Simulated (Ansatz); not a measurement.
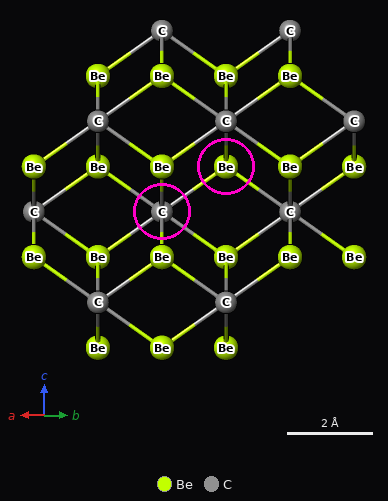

Perfect Be₂C. The picture is a ball-and-stick view of the atoms within 4.6 Å of one point, in a slice 3.4 Å thick across the line of sight, seen along [110].

Method: Ansatz 0.2.0, DFT, PBEsol, PAW, plane waves. Settings: plane-wave cutoff 420 eV; k-point mesh 1 × 1 × 1; mesh shifted by (0.25, 0.25, 0.25); collinear spin. Fermi-Dirac smearing of 0.01 eV. The axes drawn are those of the host's conventional cell.

A beryllium atom is taken out (a vacancy) and a carbon atom is taken out (a vacancy), the two sites 1.9 Å apart at the ringed places, in charge state 0. The supercell has 96 sites, and the atoms are relaxed at the host's cell.

Q: Predict the relaxed surroundings of the defect.

A: Around the empty Be site the host had 4 C at 1.87 Å, 6 Be at 2.16 Å; after relaxation the nearest atoms are 3 C at 1.94 to 1.95 Å, 6 Be at 1.96 to 2.16 Å. Around the empty C site the host had 8 Be at 1.87 Å; after relaxation the nearest atoms are 7 Be at 1.92 to 1.95 Å. Of the host's atoms, a beryllium atom moves furthest from its site, by 0.20 Å. The cell ends without a net magnetic moment.

The relaxed defect, seen from the same direction:

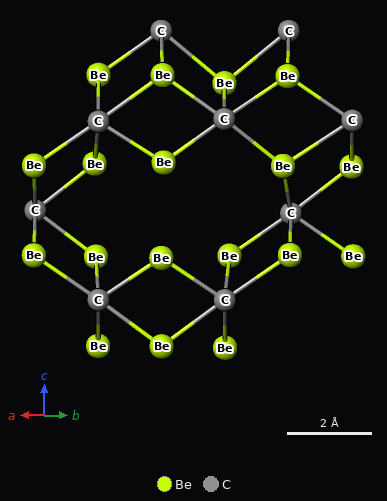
